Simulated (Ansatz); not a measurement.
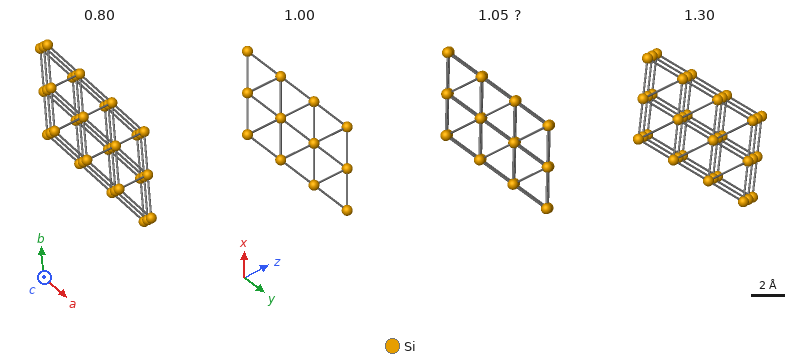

A scan of a crystal of Si (I4/mmm): the ratio of the cell's length along z to its lengths across, counted as 1 for the reference, is changed at fixed volume (a c/a path), with the atoms kept at their fractional coordinates. x, y and z are the Cartesian axes of the input. A ball-and-stick model of the cell of the calculation, repeated 3 × 2 × 2 with one cell outlined, seen along the c axis.

Level of theory: DFT PBE+D3(BJ), scalar-relativistic, plane waves, PAW in Ansatz. Settings: plane-wave cutoff 420 eV; k-point mesh 32 × 32 × 32; occupations gaussian; smearing width 0.15 eV; no spin polarisation. Energies (free energies at the smearing named) are counted from the relaxed crystal.

```csv
axial ratio over its reference value,ΔE (meV/atom)
0.80,179.3
0.85,77.5
0.92,14.6
0.96,2.3
1.00,0.0
1.05,?
1.10,16.8
1.20,42.0
1.30,40.1
```

### One row is withheld. What is its energy?

A straight line between the two neighbours gives 8.4 meV/atom. A cubic through the four nearest rows (0.96, 1.00, 1.10, 1.20) gives, with Lagrange weights, (−0.2790)(2.3) + (0.8437)(0.0) + (0.4821)(16.8) + (−0.0469)(42.0) = 5.5 meV/atom. The calculation gives 5.5 meV/atom, so the cubic is right to the digits shown and the straight line 2.9 meV/atom too high, as the curve bends upwards here.

The whole profile:

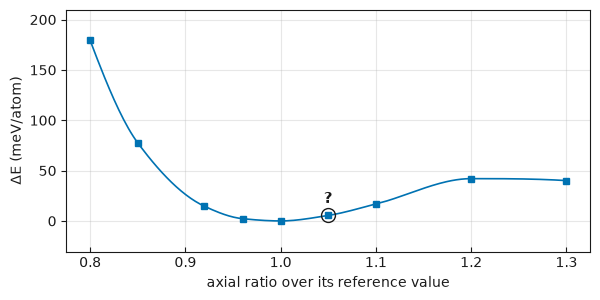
